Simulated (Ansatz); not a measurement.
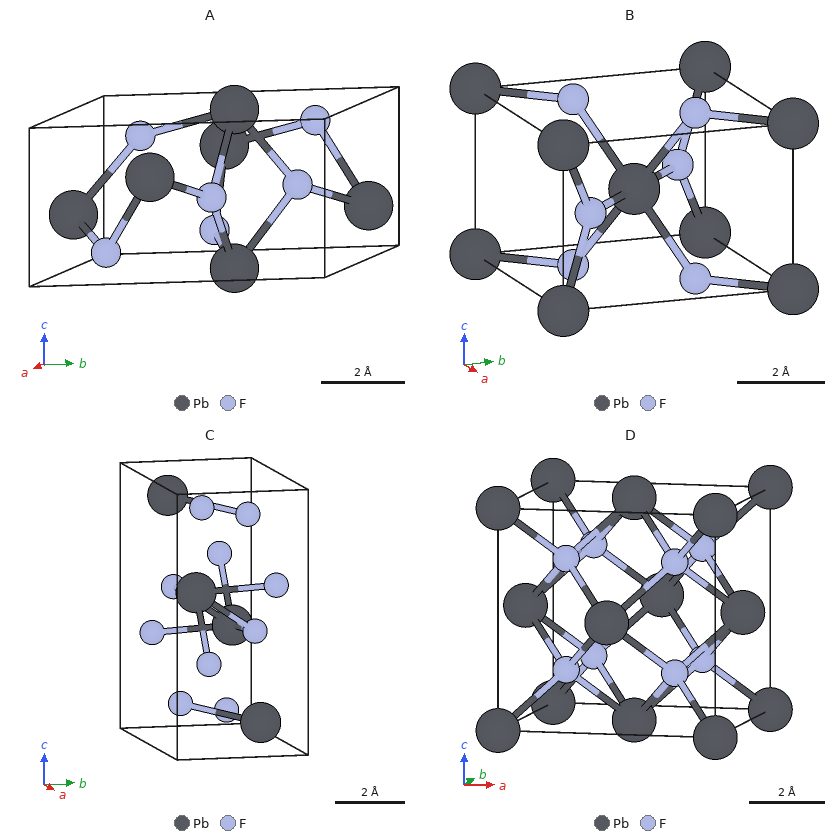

Four structures of PbF₂, each relaxed to rest (conventional cells in solid outline, small ones repeated, each panel with its own scale). Method: DFT PBE, scalar-relativistic, plane waves, PAW in Ansatz, without spin polarisation.

### Give the type and space group of each panel.

A: 9 atoms a cell on a primitive hexagonal lattice, P3_121; B: rutile, P4_2/mnm; C: 12 atoms a cell on a primitive orthorhombic lattice, Pnma; D: fluorite (CaF₂ type), Fm-3m.

### Which of these is lowest in energy, and how far above it do the others lie?

D, then C (+22 meV/atom), B (+48 meV/atom) and A (+111 meV/atom), energies at zero smearing.

### Collect the results in a table.

| panel | structure | E − E(lowest) (meV/atom) | volume (Å³/atom) | gap (eV) |
| --- | --- | --- | --- | --- |
| D | Fm-3m | 0 | 18.0 | 4.42 |
| C | Pnma | 22 | 17.0 | 4.43 |
| B | P4_2/mnm | 48 | 21.3 | 3.78 |
| A | P3_121 | 111 | 20.7 | 3.81 |

Some of these may be structure types tried for this composition rather than known phases, and the most stable form need not be among them. Gaps are taken on the k-mesh or band path of each run.
